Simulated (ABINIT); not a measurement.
**MoS2: band-structure run (part 1 of 2)**

MoS2 (R3m, 3 atoms in the cell), computed with Kohn-Sham DFT of a periodic cell, TB-mBJ, JTH PAW LDA v2.0, no spin polarisation (ABINIT 10.8.3).

The structure derives from an entry of the Crystallography Open Database.

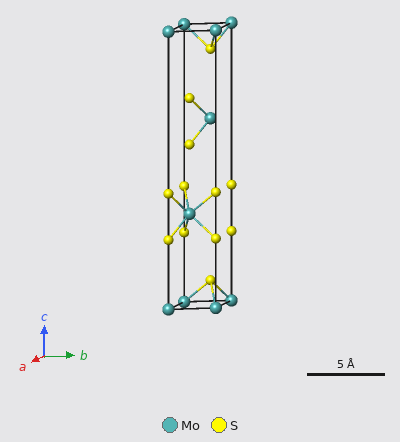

Fig. 1: The structure (ball-and-stick view of the cell 3 times as large as that of the calculation, set on its symmetry axes, seen slightly off an axis). An atom can appear more than once, as a periodic image. Near neighbours in the periodic cell (some may lie outside the picture): Mo has 6 S at 2.39 Å; S has 3 Mo at 2.39 Å.

## The input
```
# Datasets: ground state, then fixed potential
ndtset 2

# Pseudopotentials
pp_dirpath "./"
pseudos "Mo.LDA_PW-JTH.xml, S.LDA_PW-JTH.xml"

# Structure
acell 6.4149071181 6.4149071181 6.414907118 Angstrom
rprim
     0.2463013058     0.1422021252     0.9587044499
    -0.2463013058     0.1422021252     0.9587044499
     0.0000000000    -0.2844042504     0.9587044499
ntypat 2
znucl 42 16
natom 3
typat 1 2 2
xred
     0.0000000000     0.0000000000     0.0000000000
     0.4170000000     0.4170000000     0.4170000000
     0.2500000000     0.2500000000     0.2500000000

# Plane-wave basis
ecut 24.0
pawecutdg 46.0

# Exchange and correlation
ixc -208012
usekden 1
pawxcdev 0

# Bands and occupations
occopt 3
tsmear 0.05 eV

# SCF cycle
nstep 100
diemix 0.3
optforces 0
optstress 0

# Output
iomode 3
prtwf 0
prteig 0
prtebands 0
enunit 1
prtden1 1
prtkden1 1
prtvha1 1
prtvclmb1 1
prtpot1 1

# Dataset 1
kptopt1 1
ngkpt1 7 7 7
nshiftk1 1
shiftk1 0.0 0.0 0.0
nband1 17
tolvrs1 1.0e-7

# Dataset 2: bands along G-L-B1
iscf2 -2
getden2 1
getkden2 1
nband2 23
nbdbuf2 4
tolwfr2 1.0e-11
kptopt2 -2
ndivsm2 5
prteig2 1
prtvol2 -3
kptbounds2
     0.0000000000     0.0000000000     0.0000000000
     0.5000000000     0.0000000000     0.0000000000
     0.5000000000     0.1813340090    -0.1813340090
```

Run on 1 thread of Intel Xeon (Sapphire Rapids), 16 GiB of memory available, shared host.

Run as:
```bash
abinit run.abi > log 2>&1
```

## Output
```
.Version 10.8.3 of ABINIT
 DATASET    1 : space group R3 m (#160); Bravais hR (rhombohedral)
================================================================================
 Values of the parameters that define the memory need for DATASET  1.
     intxc =       0    ionmov =       0      iscf =       7    lmnmax =      18
     lnmax =       6     mgfft =      54  mpssoang =       3    mqgrid =    3001
     natom =       3  nloc_mem =       2    nspden =       1   nspinor =       1
    nsppol =       1      nsym =       6    n1xccc =       1    ntypat =       2
    occopt =       3   xclevel =       2
       mpw =        2054          nfft =      157464          nkpt =          44
 PAW method is used; the additional fine FFT grid is defined by:
   mgfftf=        75    nfftf =    421875
================================================================================
================================================================================

 DATASET    2 : space group R3 m (#160); Bravais hR (rhombohedral)
================================================================================
 Values of the parameters that define the memory need for DATASET  2.
     intxc =       0    ionmov =       0      iscf =      -2    lmnmax =      18
     lnmax =       6     mgfft =      54  mpssoang =       3    mqgrid =    3001
     natom =       3  nloc_mem =       2    nspden =       1   nspinor =       1
    nsppol =       1      nsym =       6    n1xccc =       1    ntypat =       2
    occopt =       3   xclevel =       2
       mpw =        2037          nfft =      157464          nkpt =          14
 PAW method is used; the additional fine FFT grid is defined by:
   mgfftf=        75    nfftf =    421875
================================================================================
================================================================================

--------------------------------------------------------------------------------
------------- Echo of variables that govern the present computation ------------
--------------------------------------------------------------------------------
 -outvars: echo values of preprocessed input variables --------
            acell      1.2122417576E+01  1.2122417576E+01  1.2122417576E+01 Bohr
              amu      9.59400000E+01  3.20660000E+01
           diemix      3.00000000E-01
             ecut      2.40000000E+01 Hartree
           enunit           1
           getden1          0
           getden2          1
          getkden1          0
          getkden2          1
             iscf1          7
             iscf2         -2
              ixc     -208012
           jdtset        1    2
           kptopt1          1
           kptopt2         -2
         kptrlatt        7    0    0      0    7    0      0    0    7
          kptrlen1     4.18007419E+01
          kptrlen2     3.00000000E+01
            natom           3
            nband1         17
            nband2         23
           nbdbuf1          0
           nbdbuf2          4
           ndtset           2
           ndivsm1          0
           ndivsm2          5
            ngfft          54      54      54
          ngfftdg          75      75      75
             nkpt1         44
             nkpt2         14
            nstep         100
             nsym           6
           ntypat           2
           occopt           3
        optforces           0
        optstress           0
        pawecutdg      4.60000000E+01 Hartree
         pawxcdev           0
        prtebands           0
           prteig1          0
           prteig2          1
          prtkden           1
           prtpot1          1
           prtpot2          0
         prtvclmb1          1
         prtvclmb2          0
           prtvha1          1
           prtvha2          0
           prtvol1          0
           prtvol2         -3
            prtwf           0
            rprim      2.4630130580E-01  1.4220212520E-01  9.5870444990E-01
                      -2.4630130580E-01  1.4220212520E-01  9.5870444990E-01
                       0.0000000000E+00 -2.8440425040E-01  9.5870444990E-01
           shiftk1     0.00000000E+00  0.00000000E+00  0.00000000E+00
           shiftk2     5.00000000E-01  5.00000000E-01  5.00000000E-01
          spgroup         160
           tolvrs1     1.00000000E-07
           tolvrs2     0.00000000E+00
           tolwfr1     0.00000000E+00
           tolwfr2     1.00000000E-11
           tsmear      1.83746611E-03 Hartree
            typat      1  2  2
          usekden           1
           useylm           1
           xangst      0.0000000000E+00  0.0000000000E+00  0.0000000000E+00
                       4.7842516902E-17  1.1859794830E-11  7.6936499997E+00
                       0.0000000000E+00  7.1100996618E-12  4.6124999998E+00
            xcart      0.0000000000E+00  0.0000000000E+00  0.0000000000E+00
                       9.0409254119E-17  2.2411764139E-11  1.4538891408E+01
                       0.0000000000E+00  1.3436141089E-11  8.7163617554E+00
             xred      0.0000000000E+00  0.0000000000E+00  0.0000000000E+00
                       4.1700000000E-01  4.1700000000E-01  4.1700000000E-01
                       2.5000000000E-01  2.5000000000E-01  2.5000000000E-01
            znucl       42.00000   16.00000

================================================================================

 chkinp: Checking input parameters for consistency, jdtset=   1.

 chkinp: Checking input parameters for consistency, jdtset=   2.

================================================================================
== DATASET  1 ==================================================================

--- !DatasetInfo
iteration_state: {dtset: 1, }
dimensions: {natom: 3, nkpt: 44, mband: 17, nsppol: 1, nspinor: 1, nspden: 1, mpw: 2054, }
cutoff_energies: {ecut:  24.0, pawecutdg:  46.0, }
electrons: {nelect:   2.60000000E+01, charge:   0.00000000E+00, occopt:   3.00000000E+00, tsmear:   1.83746611E-03, }
meta: {optdriver: 0, ionmov: 0, optcell: 0, iscf: 7, paral_kgb: 0, }
...

 Real(R)+Recip(G) space primitive vectors, cartesian coordinates (Bohr,Bohr^-1):
 R(1)=  2.9857673  1.7238335 11.6218157  G(1)=  0.1674611  0.0966837  0.0286817
 R(2)= -2.9857673  1.7238335 11.6218157  G(2)= -0.1674611  0.0966837  0.0286817
 R(3)=  0.0000000 -3.4476671 11.6218157  G(3)=  0.0000000 -0.1933675  0.0286817
 Unit cell volume ucvol=  3.5890253E+02 bohr^3
 Angles (23,13,12)=  2.85174998E+01  2.85174998E+01  2.85174998E+01 degrees

 Coarse grid specifications (used for wave-functions):

 getcut: wavevector=  0.0000  0.0000  0.0000  ngfft=  54  54  54
         ecut(hartree)=     24.000   => boxcut(ratio)=   2.02055

 Fine grid specifications (used for densities):

 getcut: wavevector=  0.0000  0.0000  0.0000  ngfft=  75  75  75
         ecut(hartree)=     46.000   => boxcut(ratio)=   2.00044

--- Pseudopotential description ------------------------------------------------
- pspini: atom type   1  psp file is ./Mo.LDA_PW-JTH.xml
 Pseudopotential format is: paw10
 basis_size (lnmax)=  6 (lmn_size= 18), orbitals=   0   0   1   1   2   2
 Spheres core radius: rc_sph= 2.20740211
 Shapefunction is SIN type: shapef(r)=[sin(pi*r/rshp)/(pi*r/rshp)]**2
 Radius for shape functions =  1.91008465
 Compensation charge density is not taken into account in XC energy/potential

- pspini: atom type   2  psp file is ./S.LDA_PW-JTH.xml
 Pseudopotential format is: paw10
 basis_size (lnmax)=  4 (lmn_size=  8), orbitals=   0   0   1   1
 Spheres core radius: rc_sph= 1.90380259
 Shapefunction is SIN type: shapef(r)=[sin(pi*r/rshp)/(pi*r/rshp)]**2
 Radius for shape functions =  1.40128485
 Compensation charge density is not taken into account in XC energy/potential

   8.52552721E+02                                ecore*ucvol(ha*bohr**3)
--------------------------------------------------------------------------------

================================================================================

--- !BeginCycle
iteration_state: {dtset: 1, }
solver: {iscf: 7, nstep: 100, nline: 4, wfoptalg: 10, }
tolerances: {tolvrs: 1.00E-07, }
...

     iter   Etot(hartree)      deltaE(h)  residm     vres2
 ETOT  1  -74.457315201174    -7.446E+01 1.723E+00 2.258E+04
 ETOT  2  -71.517636582909     2.940E+00 6.342E-02 1.440E+05
 ETOT  3  -70.938842895806     5.788E-01 7.224E-03 1.670E+05
 ETOT  4  -74.918604497454    -3.980E+00 2.462E-02 9.090E+03
 ETOT  5  -74.866105211512     5.250E-02 7.213E-04 2.639E+03
 ETOT  6  -74.850266517806     1.584E-02 2.451E-04 2.407E+02
 ETOT  7  -74.862266777931    -1.200E-02 5.866E-05 7.138E+01
 ETOT  8  -74.860855896970     1.411E-03 2.688E-06 8.676E+01
 ETOT  9  -74.829055804336     3.180E-02 1.432E-05 1.167E+01
 ETOT 10  -74.831699381903    -2.644E-03 2.760E-07 5.586E+00
 ETOT 11  -74.835194989829    -3.496E-03 1.731E-07 3.254E+00
 ETOT 12  -74.834239061995     9.559E-04 1.063E-07 1.347E+00
 ETOT 13  -74.834347636060    -1.086E-04 6.213E-09 6.518E-01
 ETOT 14  -74.834358383060    -1.075E-05 7.022E-09 3.187E-01
 ETOT 15  -74.834356240743     2.142E-06 5.048E-10 1.569E-01
 ETOT 16  -74.834390556676    -3.432E-05 1.148E-09 7.620E-02
 ETOT 17  -74.834340223103     5.033E-05 1.549E-10 3.745E-02
 ETOT 18  -74.834326374330     1.385E-05 4.325E-10 1.845E-02
 ETOT 19  -74.834314354209     1.202E-05 4.595E-11 9.001E-03
 ETOT 20  -74.834315937829    -1.584E-06 9.044E-12 4.394E-03
 ETOT 21  -74.834315022862     9.150E-07 7.199E-11 2.185E-03
 ETOT 22  -74.834313719689     1.303E-06 1.717E-12 1.081E-03
 ETOT 23  -74.834315424068    -1.704E-06 2.572E-11 5.169E-04
 ETOT 24  -74.834312887532     2.537E-06 3.634E-13 2.534E-04
 ETOT 25  -74.834310788252     2.099E-06 2.202E-13 1.243E-04
 ETOT 26  -74.834310844382    -5.613E-08 1.055E-13 6.075E-05
 ETOT 27  -74.834310936344    -9.196E-08 5.866E-14 2.977E-05
 ETOT 28  -74.834310914932     2.141E-08 1.751E-14 1.463E-05
 ETOT 29  -74.834311241075    -3.261E-07 1.387E-14 7.155E-06
 ETOT 30  -74.834311179420     6.165E-08 1.010E-14 3.509E-06
 ETOT 31  -74.834311219071    -3.965E-08 4.407E-14 1.726E-06
 ETOT 32  -74.834311200540     1.853E-08 2.091E-15 8.433E-07
 ETOT 33  -74.834311195524     5.016E-09 5.494E-16 4.126E-07
 ETOT 34  -74.834311201725    -6.201E-09 8.079E-16 2.018E-07
 ETOT 35  -74.834311217951    -1.623E-08 7.351E-17 9.890E-08

 At SCF step   35       vres2   =  9.89E-08 < tolvrs=  1.00E-07 =>converged.

Result for kinetic energy density :

--------------------------------------------------------------------------------
 Total kinetic energy density [Ha/Bohr^3]
)     Maximum=    5.0961E-01  at reduced coord.    0.0000    0.0133    0.0133
)     Minimum=    1.0627E-03  at reduced coord.    0.8400    0.8267    0.8267
   Integrated=    1.8609E+01
--------------------------------------------------------------------------------

--- !ResultsGS
iteration_state: {dtset: 1, }
comment   : Summary of ground state results
lattice_vectors:
- [  2.9857673,   1.7238335,  11.6218157, ]
- [ -2.9857673,   1.7238335,  11.6218157, ]
- [  0.0000000,  -3.4476671,  11.6218157, ]
lattice_lengths: [  12.12242,   12.12242,   12.12242, ]
lattice_angles: [ 28.517,  28.517,  28.517, ] # degrees, (23, 13, 12)
lattice_volume:   3.5890253E+02
convergence: {deltae: -1.623E-08, res2:  9.890E-08, residm:  7.351E-17, diffor:  0.000E+00, }
etotal    :  -7.48343112E+01
entropy   :   0.00000000E+00
fermie    :   3.33467783E-01
cartesian_stress_tensor: null
pressure_GPa: null
xred      :
- [  0.0000E+00,   0.0000E+00,   0.0000E+00, Mo]
- [  4.1700E-01,   4.1700E-01,   4.1700E-01,  S]
- [  2.5000E-01,   2.5000E-01,   2.5000E-01,  S]
cartesian_forces: null
force_length_stats: {min: null, max: null, mean: null, }
...

 Integrated electronic density in atomic spheres:
 ------------------------------------------------
 Atom  Sphere_radius  Integrated_density
    1        2.20740         11.32512164
    2        1.90380          3.61219774
    3        1.90380          3.61480809

================================================================================

 ----iterations are completed or convergence reached----

 Mean square residual over all n,k,spin=   13.722E-18; max=  73.514E-18
 reduced coordinates (array xred) for    3 atoms
       0.000000000000      0.000000000000      0.000000000000
       0.417000000000      0.417000000000      0.417000000000
       0.250000000000      0.250000000000      0.250000000000
 rms dE/dt=  0.0000E+00; max dE/dt=  0.0000E+00; dE/dt below (all hartree)
    1       0.000000000000      0.000000000000      0.000000000000
    2       0.000000000000      0.000000000000      0.000000000000
    3       0.000000000000      0.000000000000      0.000000000000

 cartesian coordinates (angstrom) at end:
    1      0.00000000000000     0.00000000000000     0.00000000000000
    2      0.00000000000000     0.00000000001186     7.69364999973191
    3      0.00000000000000     0.00000000000711     4.61249999983927
 length scales= 12.122417576345 12.122417576345 12.122417576156 bohr
              =  6.414907118100  6.414907118100  6.414907118000 angstroms
 Fermi (or HOMO) energy (eV) =   9.07412   Average Vxc (eV)=  -9.94384
 Eigenvalues (   eV  ) for nkpt=  44  k points:
 kpt#   1, nband= 17, wtk=  0.00292, kpt=  0.0000  0.0000  0.0000 (reduced coord)
 -53.12675  -27.18534  -27.00285  -27.00285   -6.66025   -4.97543    1.74974    5.07954
   5.07954    6.12394    6.12394    7.21718    7.46520   10.72151   10.72151   11.08494
  11.08494
 prteigrs : prtvol=0 or 1, do not print more k-points.

--- !EnergyTerms
iteration_state     : {dtset: 1, }
comment             : Components of total free energy in Hartree
kinetic             :  1.86093570827842E+01
hartree             :  2.90152740687159E+01
xc                  : -1.38812131950074E+00
Ewald energy        : -5.94751984602190E+01
psp_core            :  2.37544363820437E+00
local_psp           : -8.15631531839412E+01
PAW spherical_terms :  1.75920869609251E+01
internal            : -7.48343112130314E+01
'-kT*entropy'       : -4.91915389666577E-09
total_energy        : -7.48343112179505E+01
total_energy_eV     : -2.03634534700360E+03
...

--- !EnergyTermsDC
iteration_state     : {dtset: 1, }
comment             : '"Double-counting" decomposition of free energy'
band_energy         : -8.10747263891835E+00
Ewald energy        : -5.94751984602190E+01
psp_core            :  2.37544363820437E+00
xc_dc               : -1.89461534502767E+01
PAW spherical_terms :  9.31906996686093E+00
internal            : -7.48343109443487E+01
'-kT*entropy'       : -4.91915389666577E-09
total_energy_dc     : -7.48343109492679E+01
total_energy_dc_eV  : -2.03634533969237E+03
...

--- !EnergyTermsWithPAWCore
iteration_state     : {dtset: 1, }
comment             : 'Components of total free energy, including PAW core contributions'
Total energy        : -4.67900274290967E+03
Total energy DC     : -4.67900274264099E+03
Total energy (eV)   : -1.27322150883320E+05
Total energy DC (eV): -1.27322150876008E+05
...

================================================================================
== DATASET  2 ==================================================================
```
